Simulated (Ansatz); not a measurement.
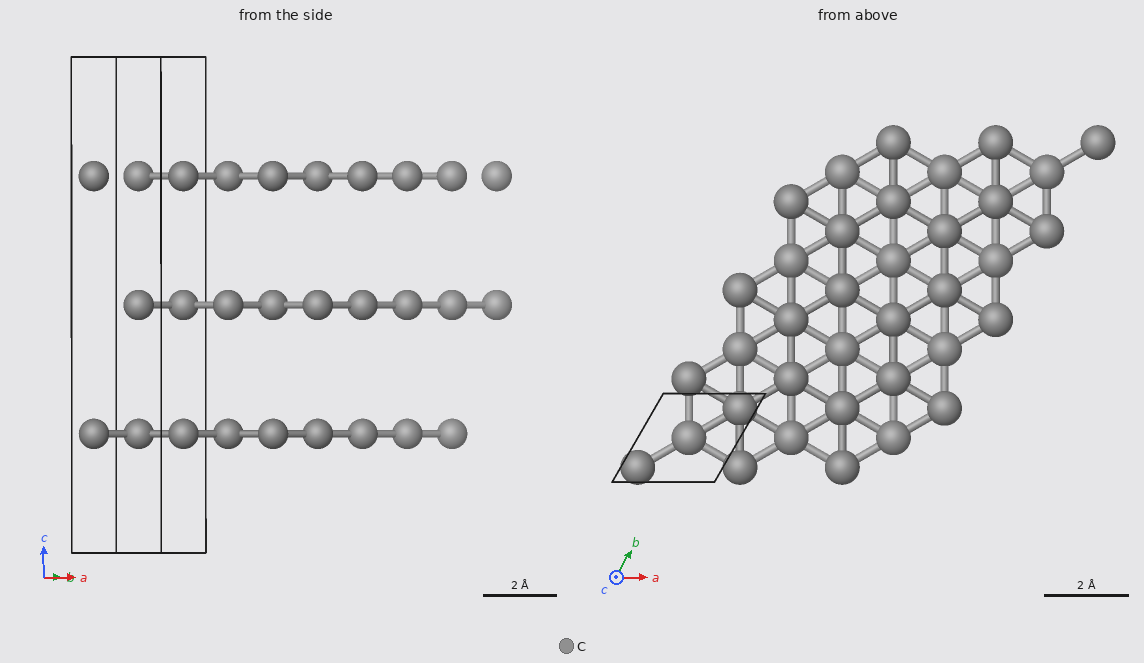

A ball-and-stick picture of a periodic slab, seen from the side and from above. The surface normal points up in side views; the box is the simulation cell. 3×4 cells are drawn in the plane, with atoms at the edges repeated.

The cell holds 6 C.

**Estimate the thickness.**

About 7 Å from the lowest to the highest atom, with about 7 Å of vacuum to the next image.

**State the number of planes and their content from above.**

Three planes: C / C / C.

**How are the atoms coordinated and connected?**

C is coordinated by three C in a trigonal planar arrangement at about 1.4 Å. The bonds build C layers parallel to the surface.

The structure comes from a structure listed in the Materials Project. The cell was then strained or its atoms displaced on purpose. An electronic-structure calculation with Ansatz was run on it.
